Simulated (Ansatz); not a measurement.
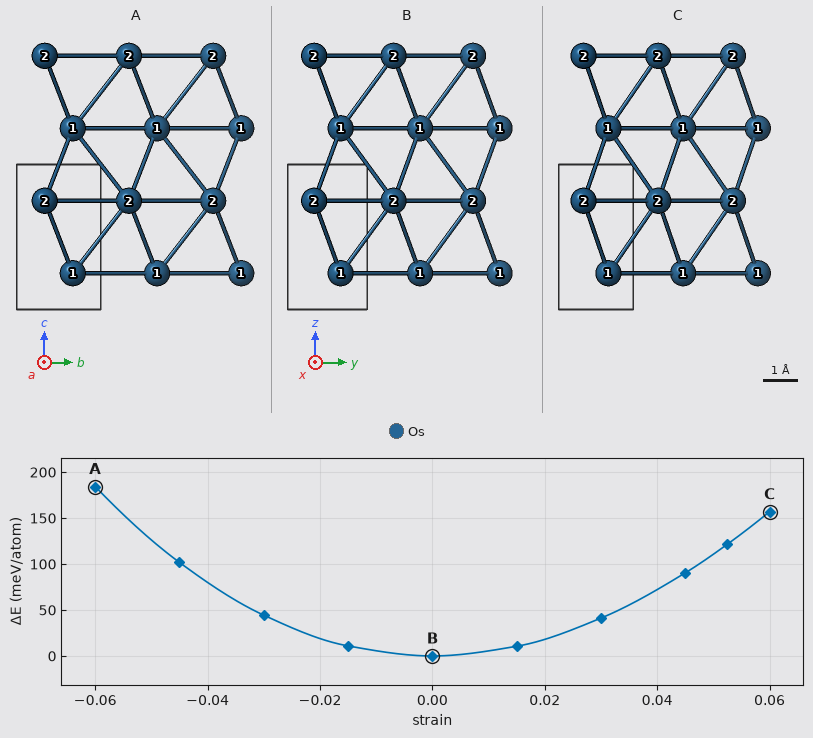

A scan of a crystal of Os (P6_3/mmc): the cell is strained along x and oppositely along y, with the atoms kept at their fractional coordinates. x, y and z are the Cartesian axes of the input. The lettered frames are marked on the plot. Style: ball-and-stick. Shown: the cell of the calculation, repeated 3 × 3 × 2 with one cell outlined, along the a axis.

Computed with Ansatz, DFT PBEsol, scalar-relativistic, plane waves, PAW. Settings: plane-wave cutoff 420 eV; k-point mesh 18 × 18 × 12; occupations gaussian; smearing width 0.15 eV; no spin polarisation. Energies (free energies at the smearing named) are counted from the cell as listed in its source, which wasn't relaxed.

Q: Read off the main features of the energy profile.

A: The lowest computed point lies at the strain 0.00 (0.0 meV/atom). At the ends of the scan the energy is 184.4 meV/atom (−0.06) and 157.0 meV/atom (0.06). The unrelaxed reference is under a pressure of −2.8 GPa. The distortion takes the space group from P6_3/mmc to Cmcm. At the strain −0.06 the cell of the drawing goes a 2.734 → 2.570 Å, b 2.734 → 2.820 Å, γ 120.0° → 117.1°.
